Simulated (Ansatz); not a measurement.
# SnO₂: what the fields show

Input file:

```
crystal:
  lattice:
    - [4.4118768719, 0.0, 0.0]
    - [0.0, 4.6865840154, 0.0]
    - [0.0, 0.0, 3.1658928391]
  atoms:
    - { symbol: Sn, position: [0.5, 0.5, 0.5] }
    - { symbol: Sn, position: [0.0, 0.0, 0.0] }
    - { symbol: O, position: [0.3059833077, 0.3061758397, 0.0] }
    - { symbol: O, position: [0.8059833077, 0.1938241603, 0.5] }
    - { symbol: O, position: [0.1940166923, 0.8061758397, 0.5] }
    - { symbol: O, position: [0.6940166923, 0.6938241603, 0.0] }
basis:
  ecutwfc: 520.0
kpoints:
  mp_grid: { grid: [6, 6, 10] }
hamiltonian:
  xc: lda
scf:
  occupations: { method: gaussian, width: 0.05 }
output:
  forces: true
  stress: true
  eigenvalues: true
  write_density: true
  write_potential: true
  elf: true
  volumetric_format: npy
relax:
  adjacent_minimum: "off"
  f_tol: 0.01
  max_steps: 30
```

Run with:

```sh
ansatz run input.yaml --threads 2 --pin off --max-ram 4096MiB --backend cpu --events-out ev --progress --plain --runs-dir out
```

Below, planes, directions and counts refer to the conventional cell (a = 4.41 Å, b = 4.69 Å, c = 3.17 Å, α = 90.00°, β = 90.00°, γ = 90.00°).

The fields are those of the relaxed geometry.

Space group Pnnm; a structure from a database of computed crystals, not necessarily the ambient phase; computed pressure about 17 GPa in this cell.

Level of theory: DFT LDA, scalar-relativistic, plane waves, PAW in Ansatz 0.2.0.

Core electrons are frozen (PAW), and the valence fields are smoothed inside the atomic spheres.

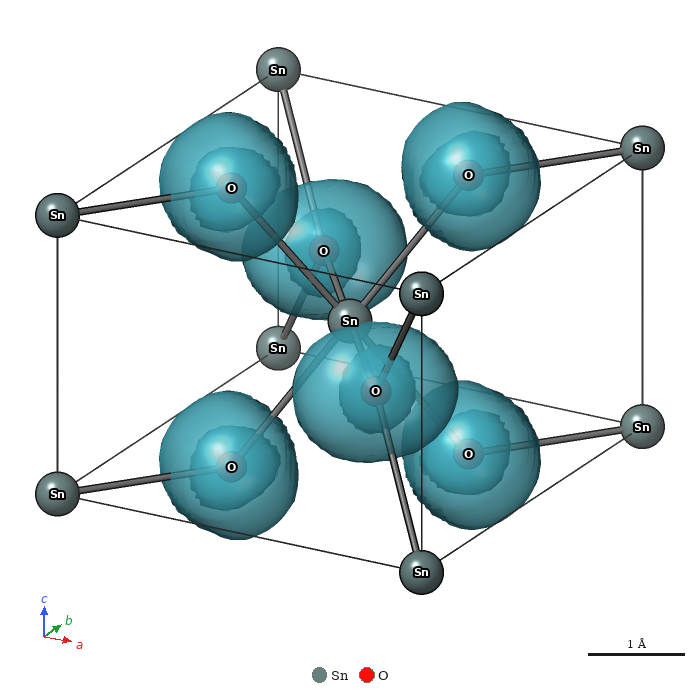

Figure 1. Isosurface of the electron localisation function at 0.75 (cyan), seen at an oblique angle. Core shells and regions of very low density are left out. Sticks mark near contacts.

Identify the bonds, lone pairs and shells in this picture.

Answer. The ELF exceeds this value in four regions wrapped around O (the valence shell of each), counted in one cell of 6 atoms. Any copies at cell faces, edges or corners count once. Profiles from the grid: Sn–O (1.98 Å): the ELF peaks at about 0.80 in the valence shell of O, 0.6 Å from its nucleus, and is about 0.25 at the midpoint: no shared electron pair shows on this line. Sn–O (2.02 Å): the ELF peaks at about 0.80 in the valence shell of O, 0.6 Å from its nucleus, and is about 0.25 at the midpoint; no localised pair shows between them.

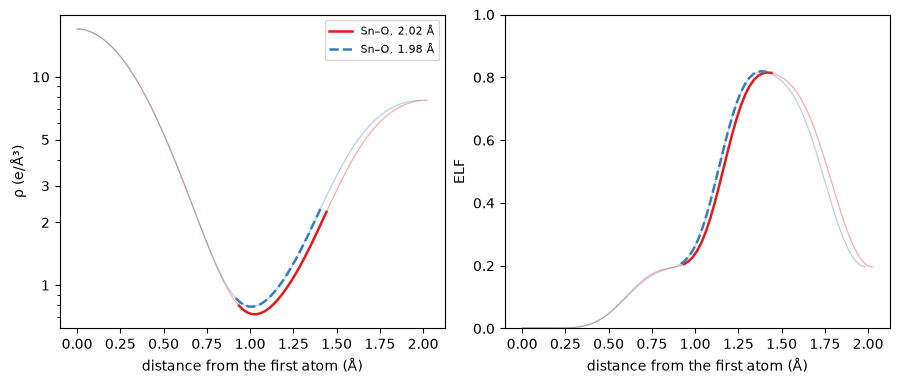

Figure 2. Valence electron density and electron localisation function along straight lines between neighbouring atoms. Thin, pale parts lie inside the atomic spheres.

What can be read from the curves?

Answer. Sn–O (2.02 Å): the density is about 0.73 e/Å³ at the midpoint; the ELF peaks at about 0.80 in the valence shell of O, 0.6 Å from its nucleus, and is about 0.25 at the midpoint (no shared electron pair shows on this line).
Sn–O (1.98 Å): ρ at the midpoint is about 0.79 e/Å³; the ELF peaks at about 0.80 in the valence shell of O, 0.6 Å from its nucleus, and is about 0.25 at the midpoint (no localised pair shows between them).

Metal or insulator at this level of theory?

Answer. It is gapped, with a Kohn–Sham gap of 2.3 eV on the k-point mesh (the band edges may lie off the mesh, which would make the gap smaller).
